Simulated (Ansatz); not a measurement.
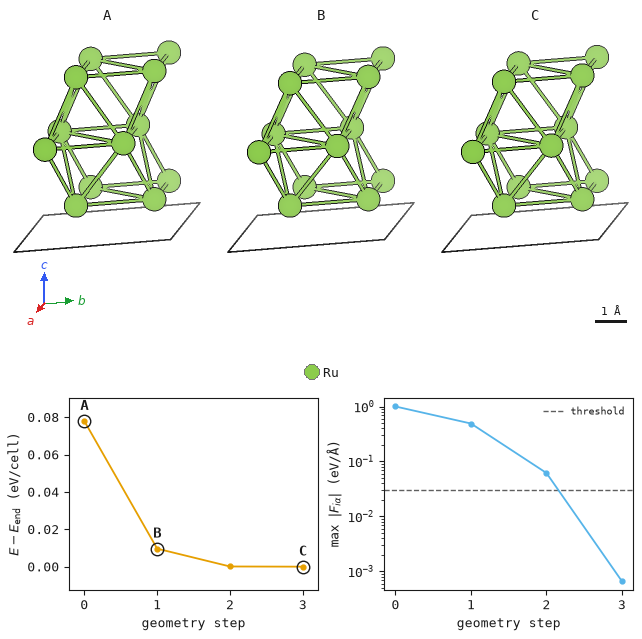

Frames of a constrained relaxation of a slab of composition Ru (cut from the P6_3/mmc phase), marked on the history of the run. A ball-and-stick model of the 2 × 2 repeat of the cell, outlined in the plane, without the vacuum, seen slightly off an axis.

Case: clean slab, lower half held. The slab is the (0 0 1) face of Ru. 1 atoms are held fixed.

All numbers below come from Ansatz 0.2.0, DFT PBEsol, scalar-relativistic, plane waves, PAW.

Input
```yaml
crystal:
  lattice:
    - [2.6895239996, 0.0, 0.0]
    - [-1.3447619998, 2.3291961078, 0.0]
    - [0.0, 0.0, 21.2519209491]
  atoms:
    - { symbol: Ru, position: [0.3333333333, 0.6666666667, 0.3999638442] }
    - { symbol: Ru, position: [0.6666666667, 0.3333333333, 0.5] }
    - { symbol: Ru, position: [0.3333333333, 0.6666666667, 0.6000361558] }
basis:
  ecutwfc: 420
kpoints:
  mp_grid: { grid: [12, 12, 1] }
hamiltonian:
  xc: pbesol
scf:
  occupations: { method: gaussian, width: 0.1 }
output:
  forces: true
  eigenvalues: true
  write_density: true
  write_potential: true
  elf: true
  volumetric_format: npy
relax:
  adjacent_minimum: "off"
  f_tol: 0.03
  max_steps: 70
  constraints: [{ sites: [0] }]
efield:
  axis: 3
  dipole_correction: true
  ramp_width: 0.04
```

Launched with:
```bash
ansatz run input.yaml --threads 2 --pin off --max-ram 5120MiB --backend cpu --events-out ev --progress --plain --runs-dir out
```

Q: Describe the path.

A: The atom that moves furthest is Ru3 (0.15 Å along the normal (−c)). The cell stays as it was. Near-neighbour distances that change, for instance: Ru1–Ru2 2.633 → 2.573 Å. The energy falls by 77.9 meV per cell of the calculation in 3 geometry steps. Largest force component: 1 eV/Å at the start, 0.00066 eV/Å at the end. The run took 19 s on 2 threads of Arm Neoverse V1, on a shared host, peak memory 0.37 GiB. From step 0 to 1: Ru3 moves most (0.20 Å), energy −68.3 meV per cell of the calculation. From step 1 to 3: Ru3 moves most (0.05 Å), energy −9.6 meV per cell of the calculation.

```tsv
step	E − E(0), meV/atom	largest force component, eV/Å
0	0.00	1.0010
1	-22.77	0.4900
2	-25.95	0.0617
3	-25.98	0.0007
```
